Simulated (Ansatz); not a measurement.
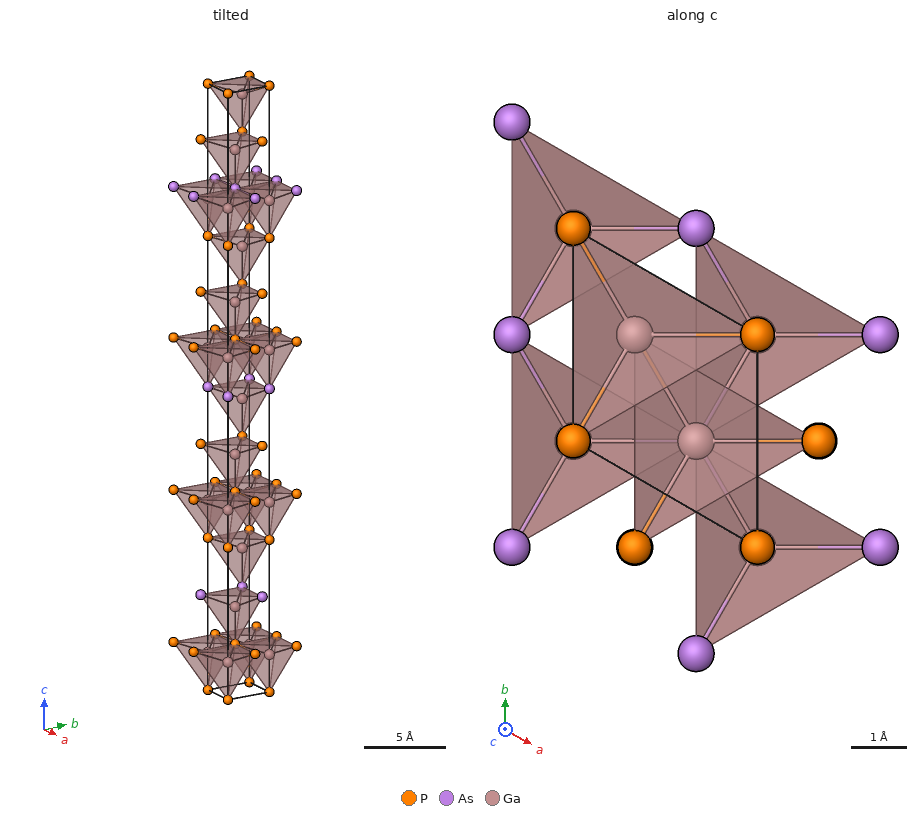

This polyhedral model is shown slightly off an axis and along the c axis. Lines trace the edges of the conventional unit cell. A few atoms beyond the faces are included.

Ga4AsP3, space group R3m (No. 160), a = 3.89 Å, b = 3.89 Å, c = 38.15 Å, α = 90.00°, β = 90.00°, γ = 120.00°.

Method used: DFT, PBE, plane waves, PAW (Ansatz 0.2.0). It ran with plane waves up to 420 eV, k-points about 0.23 Å⁻¹ apart, Fermi-Dirac smearing of 0.02 eV, no spin polarisation.

> Predict the gap.

A semiconductor at this level, with a gap of 1.28 eV, direct.

> What pressure does the calculation give for this cell?

The computed pressure is 2.6 GPa (compressed: it would expand).

The starting point was a structure type filled with these elements by a generator (whether the compound takes this form wasn't checked). Earlier steps of the study, as a rule a relaxation of our own, may have changed the cell and positions, so they can lie some per cent off the listed ones. It went into a calculation with Ansatz.
